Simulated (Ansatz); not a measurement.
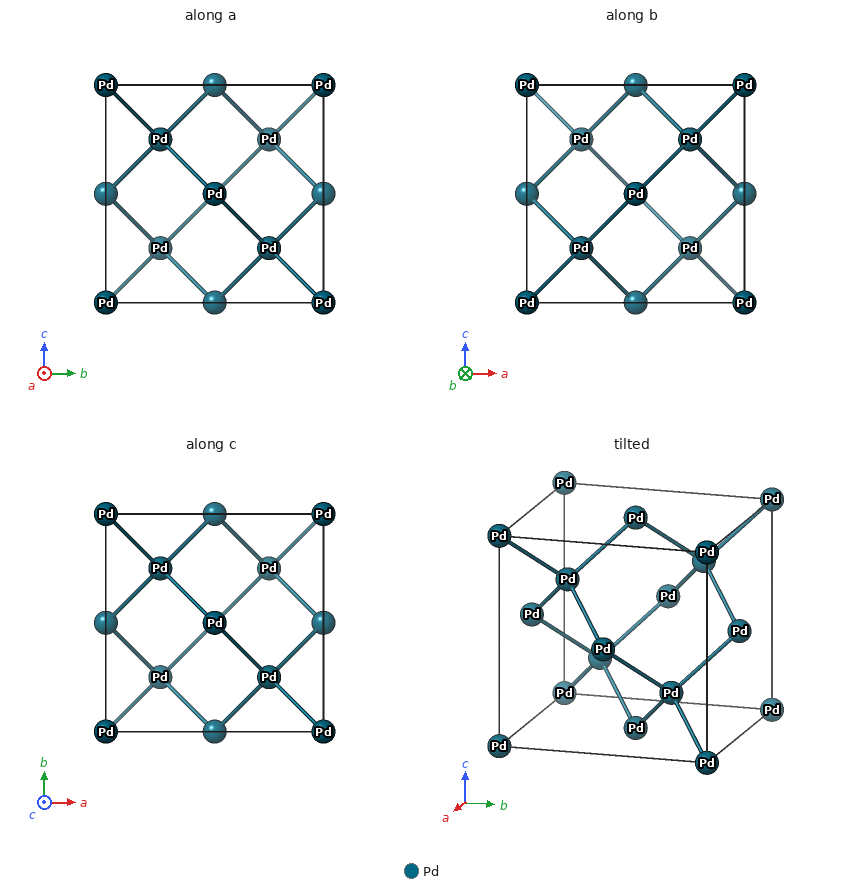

A ball-and-stick picture of a crystal structure, seen along the a axis, along the b axis, along the c axis and slightly off an axis. The parallelepiped is the conventional unit cell.

Lattice parameters: a = 5.8708 Å, b = 5.8708 Å, c = 5.8708 Å, α = 90.000°, β = 90.000°, γ = 90.000°.

Give the atomic positions as a CIF in P1 with every atom of the cell.

```cif
data_structure
_symmetry_space_group_name_H-M 'P 1'
_symmetry_Int_Tables_number 1
_cell_length_a 5.8708
_cell_length_b 5.8708
_cell_length_c 5.8708
_cell_angle_alpha 90.000
_cell_angle_beta 90.000
_cell_angle_gamma 90.000
_cell_volume 202.34
loop_
_atom_site_label
_atom_site_type_symbol
_atom_site_fract_x
_atom_site_fract_y
_atom_site_fract_z
_atom_site_occupancy
Pd1 Pd 0.7500 0.7500 0.2500 1
Pd2 Pd 0.0000 0.5000 0.5000 1
Pd3 Pd 0.7500 0.2500 0.7500 1
Pd4 Pd 0.0000 0.0000 0.0000 1
Pd5 Pd 0.2500 0.7500 0.7500 1
Pd6 Pd 0.5000 0.5000 0.0000 1
Pd7 Pd 0.2500 0.2500 0.2500 1
Pd8 Pd 0.5000 0.0000 0.5000 1
```

The cell started as a structure type filled with this element by a generator (whether the element takes this form wasn't checked). Cell shown after relaxation with DFT, revPBE, plane waves (420 eV) with PAW, scalar-relativistic in Ansatz 0.2.0.
